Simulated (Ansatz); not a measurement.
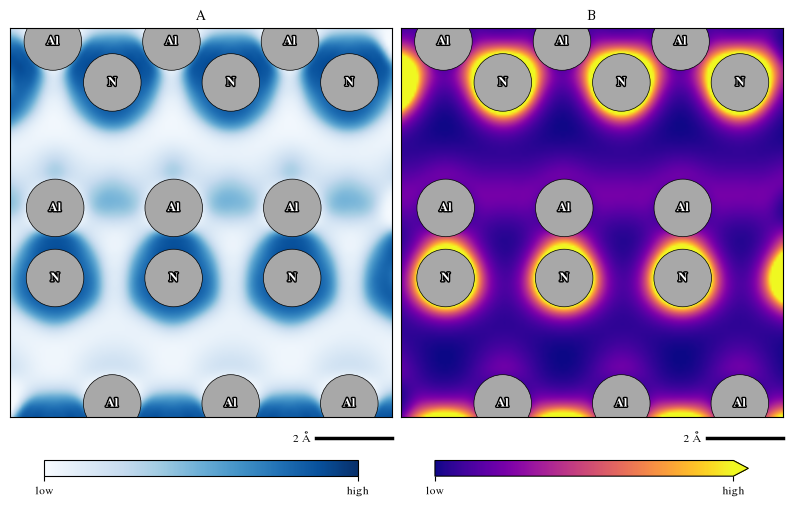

AlN: 2 fields on the (011) plane of the calculation cell, with unlabelled colour scales. Grey discs cover the atomic cores.

Space group P2₁.

All numbers below come from DFT PBE, scalar-relativistic, plane waves, PAW (Ansatz 0.2.0).

Which field does each panel show? The fields are: electron localisation function and valence pseudo-density.

Panel A: electron localisation function. Panel B: valence pseudo-density. From the grid: Al–N (1.91 Å): ρ is about 0.67 e/Å³ halfway; the ELF peaks at about 0.90 between the atoms (a polar covalent bond).
